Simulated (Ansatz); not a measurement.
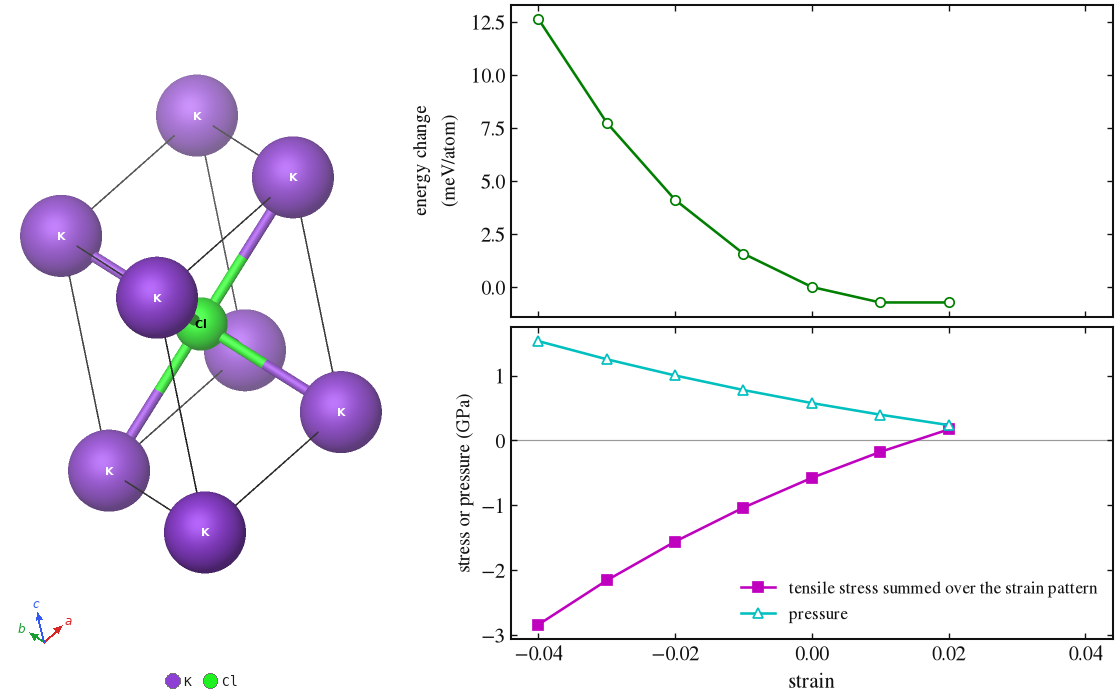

The picture above shows the energy change, tensile stress summed over the strain pattern and pressure against strain for KCl, space group Fm-3m (No. 225). The cell is drawn beside the plot.

Starting cell:
```xyz
2
Lattice="0.0000 3.1561 3.1561 3.1561 0.0000 3.1561 3.1561 3.1561 0.0000" Properties=species:S:1:pos:R:3 pbc="T T T"
K     0.0000    0.0000    0.0000
Cl    3.1561    3.1561    3.1561
```

Method: homogeneous strain of a crystal along one Voigt pattern with engineering shear, fractional coordinates fixed, by plane-wave density functional theory with PAW datasets, free energies less that of the undisturbed cell, pressure positive in compression; scalar-relativistic (Ansatz 0.2.0). Level: PBE, no spin polarisation.

wave cutoff 420 eV; k mesh 6×6×6; occupations Gaussian; smearing width 0.05 eV; k shift (0, 0, 0) (mesh steps); start as given; strain pattern (0, 1, 0, 0, 0, 0) (xx yy zz yz xz xy with engineering shear).

The points at strain 0.030, 0.035 and 0.040 are left out of the plot. What values does the calculation give there?

```csv
strain,energy change (meV/atom),tensile stress summed over the strain pattern (GPa),pressure (GPa)
0.030,-0.10,0.470,0.094
0.035,0.43,0.604,0.029
0.040,1.09,0.728,-0.033
```

Note: reference crystal is not relaxed.
